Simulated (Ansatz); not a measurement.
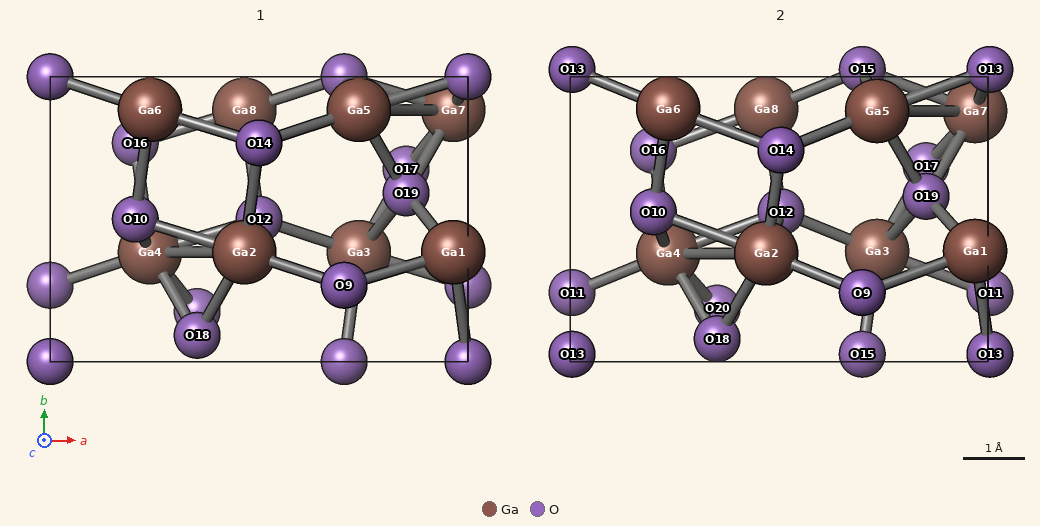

Two geometries of a crystal of Ga2O3 (set up in Pbcn), drawn at one scale. One is the start of a relaxation, the other its converged end. Style: ball-and-stick. Shown: the cell of the calculation (origin shifted), along the c axis.

The calculation used DFT, PBE, plane-wave PAW, default files, scalar-relativistic in Ansatz 0.2.0. (plane-wave cutoff 420 eV; k-point mesh 4 × 5 × 5; occupations fermi dirac; smearing width 0.01 eV; no spin polarisation; atoms relaxed in a fixed cell; force threshold 0.02 eV/Å; at most 60 steps)

Which of the two is the end point?

Answer. Structure 2 is the relaxed one. The largest moves, 0.15 Å, are those of 8 atoms (O9, O10, O11, O12 and others). O14 goes roughly along [1 −3 −2]. Largest moves by element: O 0.15 Å, Ga 0.05 Å. The cell doesn't change. Among the contacts that change: Ga1–O11 1.748 → 1.904 Å, Ga1–O13 1.995 → 1.857 Å, Ga1–O9 1.934 → 2.025 Å, Ga1–Ga3 2.567 → 2.649 Å. Bond angles that change, for instance: Ga2–O14–Ga5 101.9° → 108.0°, Ga5–O14–Ga8 114.6° → 108.6°, Ga2–O14–Ga6 93.7° → 97.6°. The space group stays Pbcn (No. 60). The energy falls by 3.702 eV per cell of the calculation in 4 geometry steps. The largest force component goes from 3.9 to 0.013 eV/Å. Cost: 79 s on 4 threads of Arm Neoverse N1 (shared host), peak memory 0.91 GiB.
